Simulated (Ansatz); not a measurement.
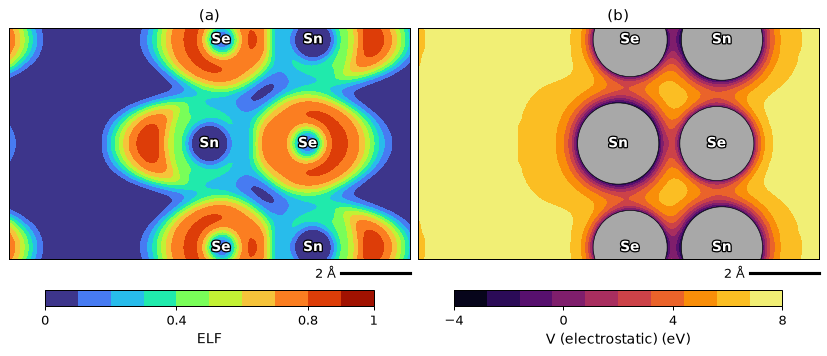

Figure 1: SnSe. (a) electron localisation function; (b) electrostatic potential (local pseudopotential plus Hartree) felt by an electron on the (11̄0) plane of the conventional cell. Grey discs cover the atomic cores in the potential map.

Space group P4mm; a structure from a database of computed crystals, not necessarily the ambient phase; changed on purpose from its base cell (atom 1 (Sn) moved -0.200 A towards its neighbour atom 3 (Se) at 2.678 A); not relaxed (largest force 1.0 eV/Å).

These are results of DFT r2SCAN, scalar-relativistic, plane waves, PAW (Ansatz 0.2.0), not measurements.

What does the map show?

Answer. The section cuts through Sn and Se sites. Sn–Se (2.68 Å): the ELF is about 0.60 at the midpoint. Sn–Se (2.88 Å): the ELF is about 0.60 at the midpoint. Sn–Se (3.03 Å): the ELF is about 0.40 at the midpoint and 0.30 at its lowest between the atoms. Outside the cores the potential energy rises away from the atoms and is highest about 2.2 Å from the nearest atoms; its zero is arbitrary.
